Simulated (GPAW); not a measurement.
System: NaCl (space group Pm-3m).

Computed with GPAW 26.7.0: PAW DFT in plane waves, on a grid or in atomic orbitals, no spin polarisation; energies at scaled volumes of the given cell, shape and fractions fixed, counted from the fit's minimum, third-order Birch-Murnaghan fit. All runs: no spin polarisation.

| setting | value |
| --- | --- |
| k mesh | 8×8×8 |
| occupations | Fermi–Dirac |
| smearing width | 0.05 eV |
| wave cutoff | 800 eV |

Settings that differ: r2SCAN: potentials GPAW-PAW-data-sets-(gpaw-data-1.2.1); PBE: potentials GPAW-PAW-data-sets-(gpaw-data-1.2.1); PBEsol: potentials PAW-data-sets-made-by gpaw-setup-for-the-functional.

Describe the result: the pressure against volume, with one curve for each functional. The cases: r2SCAN; PBE; PBEsol.

The fitted equilibrium volumes, smallest first, are PBEsol 20.497, r2SCAN 20.765, PBE 21.598 Å³/atom. The fitted bulk moduli, smallest first, are PBE 25.4, PBEsol 28.5, r2SCAN 29.5 GPa. For r2SCAN, the pressure falls from 0.85 GPa at volume 20.19 Å³/atom to −2.22 GPa at 22.77 Å³/atom, and changes sign near 20.75 Å³/atom. For PBE, the pressure falls from 1.98 GPa at volume 20.19 Å³/atom to −1.21 GPa at 22.77 Å³/atom, and changes sign near 21.58 Å³/atom.

r2SCAN:
| volume (Å³/atom) | pressure (GPa) |
| --- | --- |
| 20.19 | 0.85 |
| 20.62 | 0.18 |
| 21.05 | −0.42 |
| 21.48 | −0.96 |
| 21.91 | −1.43 |
| 22.34 | −1.85 |
| 22.77 | −2.22 |

PBE:
| volume (Å³/atom) | pressure (GPa) |
| --- | --- |
| 20.19 | 1.98 |
| 20.62 | 1.29 |
| 21.05 | 0.67 |
| 21.48 | 0.12 |
| 21.91 | −0.37 |
| 22.34 | −0.81 |
| 22.77 | −1.21 |

PBEsol:
| volume (Å³/atom) | pressure (GPa) |
| --- | --- |
| 20.19 | 0.43 |
| 20.62 | −0.19 |
| 21.05 | −0.73 |
| 21.48 | −1.22 |
| 21.91 | −1.65 |
| 22.34 | −2.03 |
| 22.77 | −2.36 |

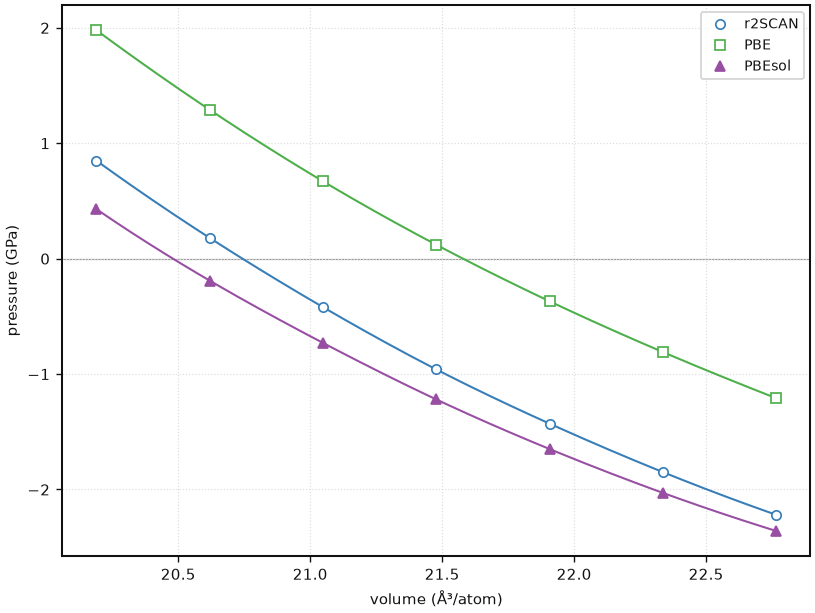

Limits of the calculation: the fit and the printed pressures don't fully agree, or the minimum lies near the end of the range (r2SCAN).
